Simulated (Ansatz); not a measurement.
Single-point calculation, with input and output: PtS₂ (part 1 of 2)

PtS₂ (R3m, 3 atoms in the cell), computed with DFT, HSE06, plane waves, PAW, no spin polarisation (Ansatz 0.2.0).

The structure was built on a prototype by a generator. The geometry comes from this level: r2scan-rvv10. Figures and captions count atoms from 1; the log counts them from 0 in places.

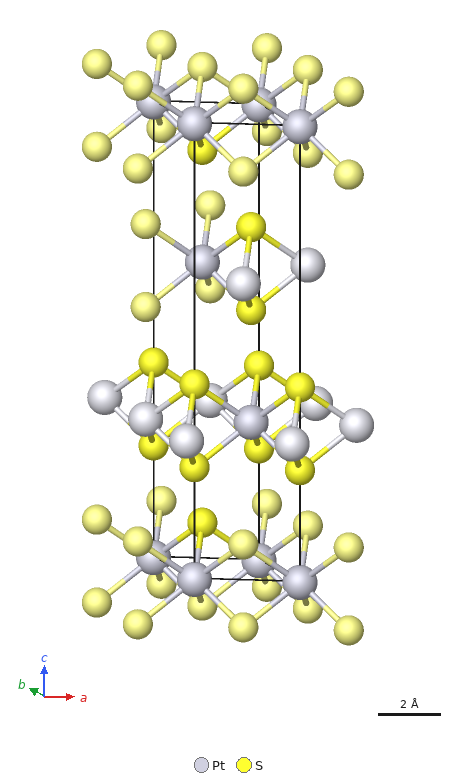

*The structure as given in the input (ball-and-stick view of the cell 3 times as large as that of the calculation, set on its symmetry axes, seen slightly off an axis; neighbours outside the cell are drawn fainter).*

Near neighbours in the crystal (not all of them lie inside the picture): Pt has 6 S at 2.41 to 2.48 Å; S has 3 Pt at 2.41 to 2.48 Å.

## Input file
```yaml
crystal:
  lattice:
    - [1.7391392294, 1.0040925022, 5.095870381]
    - [-1.7391392294, 1.0040925022, 5.095870381]
    - [0.0, -2.0081850045, 5.095870381]
  atoms:
    - { symbol: Pt, position: [-0.002625645, -0.002625645, -0.002625645] }
    - { symbol: S, position: [0.425598338, 0.425598338, 0.425598338] }
    - { symbol: S, position: [0.2436939735, 0.2436939735, 0.2436939735] }
kpoints:
  mp_grid: { grid: [4, 4, 4] }
hamiltonian:
  xc: hse06
scf:
  occupations: { method: fermi_dirac, width: 0.02 }
  n_extra_bands: 4
output:
  forces: true
  stress: true
  eigenvalues: true
  write_density: true
  write_potential: true
  elf: true
  volumetric_format: npy
```

Machine: 4 threads of an x86-64 CPU, shared host.

Run as:
```bash
ansatz run input.yaml --threads 4 --pin off --max-ram 3686MiB --backend cpu --events-out ev --progress --plain --runs-dir out
```

## Log
```
Warning: output.stress: scf.convergence.dr2_threshold = 1e-7 eV (the SCF's general default) is looser than the 3e-10 eV advised for a printed stress (1e-10 eV for each atom of the cell: 3). What an SCF threshold leaves in a stress goes as its square root, and in the free energy as the threshold itself, and one threshold admits the most on a small cell: of the crystals measured, under no hybrid functional and no lock of the moments, on runs that ended without the residual-converged pass, on stresses that held no estimate of that error, the worst erred by over 100 MPa in a component at 1e-7 eV an atom and by under 5 at 1e-10. Set scf.convergence.dr2_threshold to 3e-10 eV or tighter. The threshold is an SCF's pass mark: one that does not reach it within its budget of iterations ends unconverged, or closes short of it on a stop that the run arms, and scf.convergence.dr2_threshold's page says what that costs each kind of run
Warning: output.stress: scf.exx.energy_threshold = 1e-6 eV is looser than the 3e-8 eV advised for a stress under a hybrid functional (1e-8 eV for each atom of the cell: 3). Every SCF of the exchange loop can meet its threshold on dr2 while the loop round them stops early: no threshold on dr2 bounds what that leaves in the stress. Set scf.exx.energy_threshold to 3e-8 eV or tighter. The threshold is the loop's pass mark: a loop that does not reach it within its budget of cycles ends unconverged, and scf.exx.energy_threshold's page has the law
basis.fft_grid_basis auto: the FFT boxes are laid along the combinations [[1, -1, 0], [0, 1, 0], [0, -1, 1]] of the cell's own vectors, 3.478, 5.477 and 3.478 Å long. The dense box has 24×40×24 points. Along the cell's own vectors, as sized, it would have 40×40×40, 2.78 times as many. Of the 6 symmetry operations that the crystal satisfies within crystal.symmetry.tolerance (time reversal apart; of a slab, those that keep its plane) the dense box along the cell's own vectors carries 6, and the one as laid loses 4 of those. basis.fft_grid_basis: typed keeps the cell's own vectors: state it where this run's energies or levels are differenced outside the engine with another run's, or held beside a run that keeps those vectors. Those combinations have planes normal to reciprocal vector 3, as the cell's own vectors have. Each planar average written beside output.write_density, output.write_potential has a row for each plane of the box: 24. The volumetric files lie along those combinations, not along the cell's own vectors: a cube or XSF file states them, and fields.json those of NumPy files.
scf.n_extra_bands = 4 over 15 filled bands (N_el = 30.0): the run solves 19 bands
Engine: ansatz 0.2.0, x86_64-unknown-linux-gnu
Pseudopotentials: kind: paw
Pseudopotential: Pt, paw, valence charge 18, recommended cutoff 420 eV (normal), Pt.paw.azcp
Pseudopotential: S, paw, valence charge 6, recommended cutoff 420 eV (normal), S.paw.azcp
Functional definition: HSE06
  parameter a = 0.25
  parameter omega = 0.11/bohr
  exchange = pbe_x - a*pbe_x_sr(omega) + a*exact_x_sr(omega)
  correlation = pbe_c
Crystal: 3 atoms, lattice volume = 53.392 Å³
Basis set: ecut = 420 eV, 1025 PW (Γ), FFT grids on a1−a2, a2, −a2+a3, exchange–correlation on 48×80×48 points (8 copies of the dense FFT grid, shifted against one another)
Bands: 19, of which v1, the nominal top of the filled ones, is band 15 counted from 1 (14 counted from 0)
Symmetry: 6 space group operations
Space group: R3m (ITA 160), of the structure as read, at distance tolerance 3.8e-5 Å
k-points: 13 of 64 (time reversal used)
Non-local potential: Pt, projectors of the file, l = 0: 3, l = 1: 2, l = 2: 2, l = 3: 1
Non-local potential: S, projectors of the file, l = 0: 2, l = 1: 2, l = 2: 2
PAW form: soft (Blöchl's): semilocal exchange-correlation on the pseudo side does not see the compensation charge
PAW frozen core: Pt, regenerated for the run's functional, and the local potential with it (the file was generated under x = pbe(κ = 0.804, μ = 0.2195149727645171), c = pbe(β = 0.06672455060314922))
PAW frozen core: S, regenerated for the run's functional, and the local potential with it (the file was generated under x = pbe(κ = 0.804, μ = 0.2195149727645171), c = pbe(β = 0.06672455060314922))
PAW one-centre angular grid: Pt, 590 points (default); XC on 64 Gauss nodes
PAW one-centre angular grid: S, 110 points (default); XC on 64 Gauss nodes
Initial density: superposition of atomic densities (neutral atoms: chi_scale 0, normalization atom), corrected by the library's trained network
Initial wavefunctions: pseudopotential atomic-orbital guess
Functional: x = pbe(κ = 0.804, μ = 0.2195149727645171), c = pbe(β = 0.06672455060314922), warm-up for x = pbe(κ = 0.804, μ = 0.2195149727645171) + 0.25 (exact − pbe) at short range (hse, ω = 0.20786987370883472 Å⁻¹), c = pbe(β = 0.06672455060314922); HSE06 as pw.x's `hse` composes it (authors' and Libxc's form: `xc: wpbeh`)
SCF iter   1: F=—  HF=-14326.569578 eV  |F-HF|=—  |Δ(HF+E_count)|=         —  Δρ=8.07e-3  dr2=2.52e-2  ethr=1.77e-3  ⟨swp⟩=9.3  Hψ=1076  notcnv=0
preconditioner: auto → none  [insulator: Δε(μ)=0.085 eV  Ē_g=8.990 eV  σ=0.020 eV  W_gap=0.67  n_scr=16 (ndim 8)  ℏωp=23.8 eV  f_vac=0.007  D(μ)=1.61/eV (n_scr^D=14)]
SCF iter   2: F=—  HF=-14326.566294 eV  |F-HF|=—  |Δ(HF+E_count)|=   3.28e-3  Δρ=3.41e-3  dr2=5.13e-3  ethr=8.40e-5  ⟨swp⟩=3.8  Hψ=543  notcnv=0  defer=8
iter 3 solved again at ethr=1.04e-6 eV; its pass at ethr=1.71e-5 eV (dr2=3.13e-4 eV) is discarded
SCF iter   3: F=—  HF=-14326.566179 eV  |F-HF|=—  |Δ(HF+E_count)|=   1.15e-4  Δρ=6.13e-4  dr2=3.10e-4  ethr=1.04e-6  ⟨swp⟩=2.8  Hψ=1040  notcnv=0  defer=1
SCF iter   4: F=—  HF=-14326.566135 eV  |F-HF|=—  |Δ(HF+E_count)|=   4.46e-5  Δρ=2.48e-4  dr2=1.90e-5  ethr=1.03e-6  ⟨swp⟩=3.0  Hψ=552  notcnv=0
SCF iter   5: F=—  HF=-14326.566141 eV  |F-HF|=—  |Δ(HF+E_count)|=   6.36e-6  Δρ=5.56e-5  dr2=2.35e-6  ethr=6.33e-8  ⟨swp⟩=3.0  Hψ=557  notcnv=0
SCF iter   6: F=—  HF=-14326.566141 eV  |F-HF|=—  |Δ(HF+E_count)|=   1.74e-7  Δρ=1.70e-5  dr2=1.19e-7  ethr=7.84e-9  ⟨swp⟩=3.0  Hψ=554  notcnv=0
SCF iter   7: F=—  HF=-14326.566141 eV  |F-HF|=—  |Δ(HF+E_count)|=   2.03e-8  Δρ=4.86e-6  dr2=1.28e-8  ethr=3.98e-10  ⟨swp⟩=3.0  Hψ=582  notcnv=0
SCF iter   8: F=-14326.566141 eV  HF=-14326.566141 eV  |F-HF|=3.64e-10  |Δ(HF+E_count)|=  1.91e-10  Δρ=1.24e-6  dr2=7.19e-10  ethr=4.27e-11  ⟨swp⟩=3.0  Hψ=558  notcnv=0
SCF 1 converged in 8 iterations: F = -14326.566141 eV  dr2 = 7.19e-10
  greatest PAW one-centre occupation: 1.000 electrons in one spin orbital (limit 2), on the Pt atom at site 0 (counted from 0), in its partial waves of l = 0
Initial density: handed on by an earlier stage of this run
Initial wavefunctions: those handed on with the density
Functional: x = pbe(κ = 0.804, μ = 0.2195149727645171) + 0.25 (exact − pbe) at short range (hse, ω = 0.20786987370883472 Å⁻¹), c = pbe(β = 0.06672455060314922); HSE06 as pw.x's `hse` composes it (authors' and Libxc's form: `xc: wpbeh`)
Exchange kernel: α = 0.2500, screened, ω = 0.2079 Å⁻¹, Wigner–Seitz truncation, v(0) = 1019.2402 eV·Å³, q-mesh 4×4×4, nearest image of the exchange supercell L = 13.91 Å, pair-density grid 20×36×20, without the augmentation charges, whose exchange is taken in its separable form by FFT convolution over the k-point mesh (the finest that the files' search goes to), smooth part of the exact exchange by density-matrix convolution
Frozen-core exchange: fock
iter 1 solved again at ethr=2.40e-4 eV; its pass at ethr=1.00e-1 eV (dr2=7.21e-2 eV) is discarded
SCF iter   1: F=—  HF=-14329.405435 eV  |F-HF|=—  |Δ(HF+E_count)|=         —  Δρ=1.04e-2  dr2=7.81e-2  ethr=2.40e-4  ⟨swp⟩=3.4  Hψ=1067  notcnv=0
preconditioner: auto → none  [insulator: Δε(μ)=0.054 eV  Ē_g=10.420 eV  σ=0.020 eV  W_gap=0.51  n_scr=16 (ndim 8)  ℏωp=23.8 eV  f_vac=0.004  D(μ)=2.33/eV (n_scr^D=22)]
SCF iter   2: F=—  HF=-14329.427881 eV  |F-HF|=—  |Δ(HF+E_count)|=   2.24e-2  Δρ=1.27e-2  dr2=1.42e-1  ethr=2.40e-4  ⟨swp⟩=3.5  Hψ=672  notcnv=0
preconditioner: auto → Kerker (q_TF=auto, 2.478 Å⁻¹)  [metal: Δε(μ)=0.053 eV  Ē_g=10.396 eV  σ=0.020 eV  W_gap=0.46  n_scr=16 (ndim 8)  ℏωp=23.8 eV  f_vac=0.005  D(μ)=3.03/eV (n_scr^D=28)]
SCF iter   3: F=—  HF=-14329.404722 eV  |F-HF|=—  |Δ(HF+E_count)|=   2.32e-2  Δρ=5.98e-3  dr2=1.38e-2  ethr=2.40e-4  ⟨swp⟩=3.0  Hψ=584  notcnv=0
SCF iter   4: F=—  HF=-14329.408711 eV  |F-HF|=—  |Δ(HF+E_count)|=   3.99e-3  Δρ=3.79e-3  dr2=5.91e-3  ethr=2.74e-5  ⟨swp⟩=3.1  Hψ=578  notcnv=0
SCF iter   5: F=—  HF=-14329.413533 eV  |F-HF|=—  |Δ(HF+E_count)|=   4.82e-3  Δρ=1.18e-3  dr2=7.85e-4  ethr=1.06e-5  ⟨swp⟩=3.5  Hψ=676  notcnv=0
SCF iter   6: F=—  HF=-14329.413701 eV  |F-HF|=—  |Δ(HF+E_count)|=   1.69e-4  Δρ=6.71e-4  dr2=2.43e-4  ethr=1.69e-6  ⟨swp⟩=2.9  Hψ=471  notcnv=0
SCF iter   7: F=-14329.413700 eV  HF=-14329.413709 eV  |F-HF|=8.55e-6  |Δ(HF+E_count)|=   7.55e-6  Δρ=1.35e-4  dr2=1.80e-5  ethr=6.39e-7  ⟨swp⟩=3.0  Hψ=551  notcnv=0
SCF 2 stopped early in 7 iterations: F = -14329.413700 eV  dr2 = 1.80e-5
  Residual-converged pass: ⟨swp⟩=4.4  Hψ=816  notcnv=0  max |occ|·‖R‖ = 6.6e-6 eV (tolerance 6.7e-6 eV)  dr2=1.82e-5  dr2_onsite=5.30e-7  max |Δocc| = 5.2e-9
hybrid outer 1: dexx = +5.737e-2 eV, tail = 1.05e-4 eV
Exchange kernel: α = 0.2500, screened, ω = 0.2079 Å⁻¹, Wigner–Seitz truncation, v(0) = 1019.2402 eV·Å³, q-mesh 4×4×4, nearest image of the exchange supercell L = 13.91 Å, pair-density grid 20×36×20, without the augmentation charges, whose exchange is taken in its separable form by FFT convolution over the k-point mesh (the finest that the files' search goes to), smooth part of the exact exchange by density-matrix convolution
Frozen-core exchange: fock
```
